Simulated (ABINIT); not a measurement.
# Co: optical-spectrum calculation (part 2 of 2)

Co (P6₃/mmc, 4 atoms in the cell); Kohn-Sham DFT of a periodic cell, PBE, PseudoDojo NC SR PBE v0.4.1 standard, spin-polarised (ABINIT 10.8.3); cutoff 1251.72 eV, 14×14×4 k-mesh, Gaussian smearing of 0.1 eV, collinear spins. The structure derives from a Materials Project entry.

Geometry of the input (Å; fractional positions):
```
2.4706  0.0000  0.0000
-1.2353  2.1396  0.0000
0.0000  0.0000  8.0882
Co 0.6667  0.3333  0.7500
Co 0.0000  0.0000  0.5000
Co 0.3333  0.6667  0.2500
Co 0.0000  0.0000  0.0000
```

Output, continued
```
 cartesian coordinates (angstrom) at end:
    1      1.23528088961143     0.71318975414277     6.06617534586830
    2      0.00000000000000     0.00000000000000     4.04411689724553
    3     -0.00000000001764     1.42637950828553     2.02205844862277
    4      0.00000000000000     0.00000000000000     0.00000000000000

 cartesian forces (hartree/bohr) at end:
    1     -0.00000000000000     0.00000000000000    -0.00000000000000
    2     -0.00000000000000     0.00000000000000     0.00000000000000
    3     -0.00000000000000    -0.00000000000000     0.00000000000000
    4     -0.00000000000000     0.00000000000000     0.00000000000000
 frms,max,avg= 6.6596888E-29 1.9979066E-28   0.000E+00  0.000E+00  0.000E+00 h/b

 cartesian forces (eV/Angstrom) at end:
    1     -0.00000000000000     0.00000000000000    -0.00000000000000
    2     -0.00000000000000     0.00000000000000     0.00000000000000
    3     -0.00000000000000    -0.00000000000000     0.00000000000000
    4     -0.00000000000000     0.00000000000000     0.00000000000000
 frms,max,avg= 3.4245496E-27 1.0273649E-26   0.000E+00  0.000E+00  0.000E+00 e/A
 length scales=  1.000000000000  1.000000000000  1.000000000000 bohr
              =  0.529177210544  0.529177210544  0.529177210544 angstroms
 Fermi (or HOMO) energy (hartree) =   0.46096   Average Vxc (hartree)=  -0.52454
 Magnetization (Bohr magneton)=  6.61901770E+00
 Total spin up =  3.73095088E+01   Total spin down =  3.06904912E+01
 Eigenvalues (hartree) for nkpt=  48  k points, SPIN UP:
 kpt#   1, nband= 43, wtk=  0.00255, kpt=  0.0000  0.0000  0.1250 (reduced coord)
  -3.07060   -3.07003   -3.06880   -3.06822   -1.72833   -1.72398   -1.72030   -1.71693
  -1.71693   -1.71630   -1.71630   -1.71587   -1.71584   -1.71584   -1.71521   -1.71521
   0.12587    0.18955    0.22270    0.26339    0.34523    0.34850    0.35481    0.35481
   0.35626    0.35626    0.35644    0.36491    0.36491    0.36743    0.36743    0.39085
   0.39085    0.40196    0.40196    0.41498    0.41498    0.42832    0.42832    0.44095
   0.69720    0.94738    1.05707
      occupation numbers for kpt#   1
   1.00000    1.00000    1.00000    1.00000    1.00000    1.00000    1.00000    1.00000
   1.00000    1.00000    1.00000    1.00000    1.00000    1.00000    1.00000    1.00000
   1.00000    1.00000    1.00000    1.00000    1.00000    1.00000    1.00000    1.00000
   1.00000    1.00000    1.00000    1.00000    1.00000    1.00000    1.00000    1.00000
   1.00000    1.00000    1.00000    1.00000    1.00000    1.00000    1.00000    1.00000
   0.00000    0.00000    0.00000
 prteigrs : prtvol=0 or 1, do not print more k-points.

 Eigenvalues (hartree) for nkpt=  48  k points, SPIN DOWN:
 kpt#   1, nband= 43, wtk=  0.00255, kpt=  0.0000  0.0000  0.1250 (reduced coord)
  -3.00433   -3.00351   -3.00293   -3.00210   -1.65833   -1.65323   -1.65044   -1.64681
  -1.64681   -1.64609   -1.64609   -1.64574   -1.64574   -1.64525   -1.64501   -1.64501
   0.12373    0.18889    0.22598    0.29756    0.39623    0.40102    0.41872    0.41977
   0.41977    0.42003    0.42003    0.42972    0.42972    0.43130    0.43130    0.43917
   0.46490    0.46490    0.47684    0.47684    0.48856    0.48856    0.50327    0.50327
   0.73314    0.96378    1.06881
      occupation numbers for kpt#   1
   1.00000    1.00000    1.00000    1.00000    1.00000    1.00000    1.00000    1.00000
   1.00000    1.00000    1.00000    1.00000    1.00000    1.00000    1.00000    1.00000
   1.00000    1.00000    1.00000    1.00000    1.00000    1.00000    1.00000    1.00000
   1.00000    1.00000    1.00000    1.00000    1.00000    1.00000    1.00000    1.00000
   0.06445    0.06445    0.00000    0.00000    0.00000    0.00000    0.00000    0.00000
   0.00000    0.00000    0.00000
 prteigrs : prtvol=0 or 1, do not print more k-points.

--- !EnergyTerms
iteration_state     : {dtset: 1, }
comment             : Components of total free energy in Hartree
kinetic             :  2.71066561300961E+02
hartree             :  1.49149830301791E+02
xc                  : -1.12180393810995E+02
Ewald energy        : -4.01040252144111E+02
psp_core            :  1.76729483246229E+01
local_psp           : -4.61527109822425E+02
non_local_psp       : -7.52893128422958E+01
internal            : -6.12147728692451E+02
'-kT*entropy'       : -6.23279834165402E-04
total_energy        : -6.12148351972285E+02
total_energy_eV     : -1.66574052453586E+04
band_energy         : -5.15817441246673E+01
...

 Cartesian components of stress tensor (hartree/bohr^3)
  sigma(1 1)= -1.80645797E-04  sigma(3 2)=  0.00000000E+00
  sigma(2 2)= -1.80645796E-04  sigma(3 1)=  0.00000000E+00
  sigma(3 3)= -8.37218631E-05  sigma(2 1)=  7.55246348E-13

-Cartesian components of stress tensor (GPa)         [Pressure=  4.3642E+00 GPa]
- sigma(1 1)= -5.31478284E+00  sigma(3 2)=  0.00000000E+00
- sigma(2 2)= -5.31478282E+00  sigma(3 1)=  0.00000000E+00
- sigma(3 3)= -2.46318225E+00  sigma(2 1)=  2.22201147E-08

================================================================================
== DATASET  2 ==================================================================

--- !DatasetInfo
iteration_state: {dtset: 2, }
dimensions: {natom: 4, nkpt: 48, mband: 46, nsppol: 2, nspinor: 1, nspden: 2, mpw: 4328, }
cutoff_energies: {ecut:  46.0, pawecutdg:  -1.0, }
electrons: {nelect:   6.80000000E+01, charge:   0.00000000E+00, occopt:   7.00000000E+00, tsmear:   3.67493000E-03, }
meta: {optdriver: 0, ionmov: 0, optcell: 0, iscf: -3, paral_kgb: 0, }
...

 mkfilename : getden/=0, take file _DEN from output of DATASET   1.

 Exchange-correlation functional for the present dataset will be:
  GGA: Perdew-Burke-Ernzerhof functional - ixc=11
  J.P.Perdew, K.Burke, M.Ernzerhof, PRL 77, 3865 (1996)

 Real(R)+Recip(G) space primitive vectors, cartesian coordinates (Bohr,Bohr^-1):
 R(1)=  4.6686851  0.0000000  0.0000000  G(1)=  0.2141931  0.1236644  0.0000000
 R(2)= -2.3343426  4.0431999  0.0000000  G(2)=  0.0000000  0.2473289  0.0000000
 R(3)=  0.0000000  0.0000000 15.2845467  G(3)=  0.0000000  0.0000000  0.0654256
 Unit cell volume ucvol=  2.8851764E+02 bohr^3
 Angles (23,13,12)=  9.00000000E+01  9.00000000E+01  1.20000000E+02 degrees

 getcut: wavevector=  0.0000  0.0000  0.0000  ngfft=  30  30  96
         ecut(hartree)=     46.000   => boxcut(ratio)=   2.05719
--------------------------------------------------------------------------------

================================================================================

--- !BeginCycle
iteration_state: {dtset: 2, }
solver: {iscf: -3, nstep: 120, nline: 4, wfoptalg: 0, }
tolerances: {tolwfr: 1.00E-12, }
...

     iter   Etot(hartree)      deltaE(h)  residm     vres2   difmagsph maxmagsph

 SPIN UP channel
 Non-SCF case, kpt    1 (  0.00000  0.00000  0.12500), residuals and eigenvalues=
  2.89E-13  3.02E-13  4.17E-13  6.14E-13  4.64E-13  1.43E-13  8.16E-13  3.99E-13
  1.11E-13  4.22E-13  4.88E-13  9.13E-13  6.69E-13  5.82E-13  4.57E-13  9.52E-14
  1.51E-13  6.24E-13  3.39E-13  2.02E-13  1.96E-13  6.67E-13  3.72E-13  3.36E-13
  4.04E-13  2.38E-13  5.11E-13  5.72E-13  4.88E-13  4.54E-13  5.76E-13  5.50E-13
  8.25E-13  8.51E-13  8.27E-13  9.88E-13  6.98E-13  9.52E-13  9.56E-13  3.40E-13
  3.05E-13  7.44E-13  9.04E-12  2.94E-09  4.79E-08  3.18E-06
 -3.0706E+00 -3.0700E+00 -3.0688E+00 -3.0682E+00 -1.7283E+00 -1.7240E+00
 -1.7203E+00 -1.7169E+00 -1.7169E+00 -1.7163E+00 -1.7163E+00 -1.7159E+00
 -1.7158E+00 -1.7158E+00 -1.7152E+00 -1.7152E+00  1.2587E-01  1.8955E-01
  2.2270E-01  2.6339E-01  3.4523E-01  3.4850E-01  3.5481E-01  3.5481E-01
  3.5626E-01  3.5626E-01  3.5644E-01  3.6491E-01  3.6491E-01  3.6743E-01
  3.6743E-01  3.9085E-01  3.9085E-01  4.0196E-01  4.0196E-01  4.1498E-01
  4.1498E-01  4.2832E-01  4.2832E-01  4.4095E-01  6.9720E-01  9.4738E-01
  1.0571E+00  1.2629E+00  1.2824E+00  1.3164E+00
 prteigrs : prtvol=0 or 1, do not print more k-points.

 SPIN DOWN channel
 Non-SCF case, kpt    1 (  0.00000  0.00000  0.12500), residuals and eigenvalues=
  7.07E-13  7.52E-13  3.44E-13  4.96E-13  4.53E-13  1.89E-13  8.67E-13  4.37E-13
  1.30E-13  3.85E-13  4.51E-13  4.38E-13  1.33E-13  9.24E-14  6.11E-13  1.16E-13
  3.29E-13  4.82E-13  1.19E-13  1.37E-13  9.29E-13  3.60E-13  4.22E-13  2.84E-13
  3.19E-13  7.76E-13  4.54E-13  5.79E-13  5.34E-13  6.18E-13  3.81E-13  8.65E-13
  2.61E-13  5.56E-13  3.39E-13  5.87E-13  6.72E-13  7.78E-13  7.29E-13  7.85E-13
  9.41E-13  3.80E-13  2.19E-11  6.38E-10  1.17E-08  2.56E-06
 -3.0043E+00 -3.0035E+00 -3.0029E+00 -3.0021E+00 -1.6583E+00 -1.6532E+00
 -1.6504E+00 -1.6468E+00 -1.6468E+00 -1.6461E+00 -1.6461E+00 -1.6457E+00
 -1.6457E+00 -1.6453E+00 -1.6450E+00 -1.6450E+00  1.2373E-01  1.8889E-01
  2.2598E-01  2.9756E-01  3.9623E-01  4.0102E-01  4.1872E-01  4.1977E-01
  4.1977E-01  4.2003E-01  4.2003E-01  4.2972E-01  4.2972E-01  4.3130E-01
  4.3130E-01  4.3917E-01  4.6490E-01  4.6490E-01  4.7684E-01  4.7684E-01
  4.8856E-01  4.8856E-01  5.0327E-01  5.0327E-01  7.3314E-01  9.6378E-01
  1.0688E+00  1.2513E+00  1.2702E+00  1.3048E+00
 prteigrs : prtvol=0 or 1, do not print more k-points.

--- !ResultsGS
iteration_state: {dtset: 2, }
comment   : Summary of ground state results
lattice_vectors:
- [  4.6686851,   0.0000000,   0.0000000, ]
- [ -2.3343426,   4.0431999,   0.0000000, ]
- [  0.0000000,   0.0000000,  15.2845467, ]
lattice_lengths: [   4.66869,    4.66869,   15.28455, ]
lattice_angles: [ 90.000,  90.000, 120.000, ] # degrees, (23, 13, 12)
lattice_volume:   2.8851764E+02
convergence: {deltae:  0.000E+00, res2:  0.000E+00, residm:  9.998E-13, diffor:  0.000E+00, }
etotal    :  -6.12148352E+02
entropy   :   0.00000000E+00
fermie    :   4.60955710E-01
cartesian_stress_tensor: null
pressure_GPa: null
xred      :
- [  6.6667E-01,   3.3333E-01,   7.5000E-01, Co]
- [  0.0000E+00,   0.0000E+00,   5.0000E-01, Co]
- [  3.3333E-01,   6.6667E-01,   2.5000E-01, Co]
- [  0.0000E+00,   0.0000E+00,   0.0000E+00, Co]
cartesian_forces: null
force_length_stats: {min: null, max: null, mean: null, }
...

 Integrated electronic and magnetization densities in atomic spheres:
 ------------------------------------------------------------------------------------------------------------
 Radius=ratsph(iatom), smearing ratsm=  0.0000. Diff(up-dn)=approximate z local magnetic moment.
    Atom    Radius    up_density   dn_density  Total(up+dn)  Diff(up-dn)
    1 Co   2.00000     8.500109     6.753709     15.253818     1.746400
    2 Co   2.00000     8.492679     6.765576     15.258256     1.727103
    3 Co   2.00000     8.500109     6.753709     15.253818     1.746400
    4 Co   2.00000     8.492679     6.765576     15.258256     1.727103
 ------------------------------------------------------------------------------------------------------------
  Sum:                33.985577    27.038571     61.024147     6.947006
 Total magnetization (from the atomic spheres):                6.947006
 Total magnetization (exact up - dn):                          6.619018

================================================================================

 ----iterations are completed or convergence reached----

 Mean square residual over all n,k,spin=   48.291E-14; max=  99.981E-14
 reduced coordinates (array xred) for    4 atoms
       0.666666666667      0.333333333333      0.750000000000
       0.000000000000      0.000000000000      0.500000000000
       0.333333333333      0.666666666667      0.250000000000
       0.000000000000      0.000000000000      0.000000000000

 cartesian coordinates (angstrom) at end:
    1      1.23528088961143     0.71318975414277     6.06617534586830
    2      0.00000000000000     0.00000000000000     4.04411689724553
    3     -0.00000000001764     1.42637950828553     2.02205844862277
    4      0.00000000000000     0.00000000000000     0.00000000000000
 length scales=  1.000000000000  1.000000000000  1.000000000000 bohr
              =  0.529177210544  0.529177210544  0.529177210544 angstroms
 Eigenvalues (hartree) for nkpt=  48  k points, SPIN UP:
 kpt#   1, nband= 46, wtk=  0.00255, kpt=  0.0000  0.0000  0.1250 (reduced coord)
  -3.07060   -3.07003   -3.06880   -3.06822   -1.72833   -1.72398   -1.72030   -1.71693
  -1.71693   -1.71630   -1.71630   -1.71587   -1.71584   -1.71584   -1.71521   -1.71521
   0.12587    0.18955    0.22270    0.26339    0.34523    0.34850    0.35481    0.35481
   0.35626    0.35626    0.35644    0.36491    0.36491    0.36743    0.36743    0.39085
   0.39085    0.40196    0.40196    0.41498    0.41498    0.42832    0.42832    0.44095
   0.69720    0.94738    1.05707    1.26287    1.28243    1.31640
      occupation numbers for kpt#   1
   1.00000    1.00000    1.00000    1.00000    1.00000    1.00000    1.00000    1.00000
   1.00000    1.00000    1.00000    1.00000    1.00000    1.00000    1.00000    1.00000
   1.00000    1.00000    1.00000    1.00000    1.00000    1.00000    1.00000    1.00000
   1.00000    1.00000    1.00000    1.00000    1.00000    1.00000    1.00000    1.00000
   1.00000    1.00000    1.00000    1.00000    1.00000    1.00000    1.00000    1.00000
   0.00000    0.00000    0.00000    0.00000    0.00000    0.00000
 prteigrs : prtvol=0 or 1, do not print more k-points.

 Eigenvalues (hartree) for nkpt=  48  k points, SPIN DOWN:
 kpt#   1, nband= 46, wtk=  0.00255, kpt=  0.0000  0.0000  0.1250 (reduced coord)
  -3.00433   -3.00351   -3.00293   -3.00210   -1.65833   -1.65323   -1.65044   -1.64681
  -1.64681   -1.64609   -1.64609   -1.64574   -1.64574   -1.64525   -1.64501   -1.64501
   0.12373    0.18889    0.22598    0.29756    0.39623    0.40102    0.41872    0.41977
   0.41977    0.42003    0.42003    0.42972    0.42972    0.43130    0.43130    0.43917
   0.46490    0.46490    0.47684    0.47684    0.48856    0.48856    0.50327    0.50327
   0.73314    0.96378    1.06881    1.25128    1.27021    1.30476
      occupation numbers for kpt#   1
   1.00000    1.00000    1.00000    1.00000    1.00000    1.00000    1.00000    1.00000
   1.00000    1.00000    1.00000    1.00000    1.00000    1.00000    1.00000    1.00000
   1.00000    1.00000    1.00000    1.00000    1.00000    1.00000    1.00000    1.00000
   1.00000    1.00000    1.00000    1.00000    1.00000    1.00000    1.00000    1.00000
   0.06445    0.06445    0.00000    0.00000    0.00000    0.00000    0.00000    0.00000
   0.00000    0.00000    0.00000    0.00000    0.00000    0.00000
 prteigrs : prtvol=0 or 1, do not print more k-points.

--- !EnergyTerms
iteration_state     : {dtset: 2, }
comment             : Components of total free energy in Hartree
kinetic             :  2.71066556891155E+02
hartree             :  1.49149830301791E+02
xc                  : -1.12180393810995E+02
Ewald energy        : -4.01040252144111E+02
psp_core            :  1.76729483246229E+01
local_psp           : -4.61527109822425E+02
non_local_psp       : -7.52893110153915E+01
internal            : -6.12147731275353E+02
'-kT*entropy'       : -6.23279817129142E-04
total_energy        : -6.12148354555170E+02
...

--- !EnergyTermsDC
iteration_state     : {dtset: 2, }
comment             : '"Double-counting" decomposition of free energy'
band_energy         : -5.15817441173118E+01
Ewald energy        : -4.01040252144111E+02
psp_core            :  1.76729483246229E+01
xc_dc               : -1.77198680755634E+02
internal            : -6.12147728692433E+02
'-kT*entropy'       : -6.23279817129142E-04
total_energy_dc     : -6.12148351972251E+02
...

================================================================================
== DATASET  3 ==================================================================

--- !DatasetInfo
iteration_state: {dtset: 3, }
dimensions: {natom: 4, nkpt: 48, mband: 42, nsppol: 2, nspinor: 1, nspden: 2, mpw: 4328, }
cutoff_energies: {ecut:  46.0, pawecutdg:  -1.0, }
electrons: {nelect:   6.80000000E+01, charge:   0.00000000E+00, occopt:   7.00000000E+00, tsmear:   3.67493000E-03, }
meta: {optdriver: 8, wfk_task: 7, }
...

 mkfilename : getwfk/=0, take file _WFK from output of DATASET   2.

 Exchange-correlation functional for the present dataset will be:
  GGA: Perdew-Burke-Ernzerhof functional - ixc=11
  J.P.Perdew, K.Burke, M.Ernzerhof, PRL 77, 3865 (1996)

--------------------------------------------------------------------------------

 Computation of velocity matrix elements (DDK)

 Parameters extracted from the Abinit header:
    ecut:     46.0
    nkpt:    784
    mband:   46
    nsppol:  2
    nspinor: 1
    useylm:  0
    inclvkb: 2
    bmin: 1, bmax: 46
    Computing diagonal and off-diagonal matrix elements
    Between band index bmin: 1, bmax: 46

== END DATASET(S) ==============================================================
================================================================================

 -outvars: echo values of variables after computation  --------
            acell      1.0000000000E+00  1.0000000000E+00  1.0000000000E+00 Bohr
           etotal1    -6.1214835197E+02
           etotal2    -6.1214835197E+02
           etotal3     0.0000000000E+00
            fcart1    -0.0000000000E+00  6.6596885326E-29 -5.1611665036E-32
                      -0.0000000000E+00  6.6596885326E-29  1.7203888345E-32
                      -0.0000000000E+00 -1.9979065598E-28  1.7203888345E-32
                      -0.0000000000E+00  6.6596885326E-29  1.7203888345E-32
            fcart3     0.0000000000E+00  0.0000000000E+00  0.0000000000E+00
                       0.0000000000E+00  0.0000000000E+00  0.0000000000E+00
                       0.0000000000E+00  0.0000000000E+00  0.0000000000E+00
                       0.0000000000E+00  0.0000000000E+00  0.0000000000E+00
            rprim      4.6686851399E+00  0.0000000000E+00  0.0000000000E+00
                      -2.3343425700E+00  4.0431999334E+00  0.0000000000E+00
                       0.0000000000E+00  0.0000000000E+00  1.5284546714E+01
           strten1    -1.8064579715E-04 -1.8064579642E-04 -8.3721863055E-05
                       0.0000000000E+00  0.0000000000E+00  7.5524634763E-13
           strten3     0.0000000000E+00  0.0000000000E+00  0.0000000000E+00
                       0.0000000000E+00  0.0000000000E+00  0.0000000000E+00
           xangst      1.2352808896E+00  7.1318975414E-01  6.0661753459E+00
                       0.0000000000E+00  0.0000000000E+00  4.0441168972E+00
                      -1.7639209192E-11  1.4263795083E+00  2.0220584486E+00
                       0.0000000000E+00  0.0000000000E+00  0.0000000000E+00
             xred      6.6666666667E-01  3.3333333333E-01  7.5000000000E-01
                       0.0000000000E+00  0.0000000000E+00  5.0000000000E-01
                       3.3333333333E-01  6.6666666667E-01  2.5000000000E-01
                       0.0000000000E+00  0.0000000000E+00  0.0000000000E+00
 Calculation completed.
```

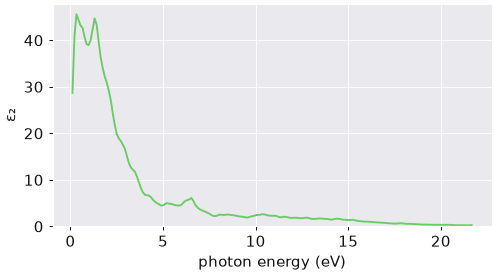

*Imaginary part of the dielectric function (first component that the program prints).*

The highest peak, 45.6, lies at 0.33 eV.

Results in brief

| quantity | value |
| --- | --- |
| outcome | converged |
| space group (tolerance 0.01 Å) | P6₃/mmc (194) |
| electrons treated | 68 |
| free energy | −16657.4052 eV |
| net moment of the cell | 6.62 μB |
| pressure | 4.36 GPa |
| largest force (length of the vector) | under 0.001 eV/Å |
| wall time | 23 min (CPU time 1.5 h) |
| peak memory | 7.5 GiB |

Further notes kept with the run: Slow version without MPI-IO support. Processors send data to master. Points of doubt noted for this run: no intraband term.
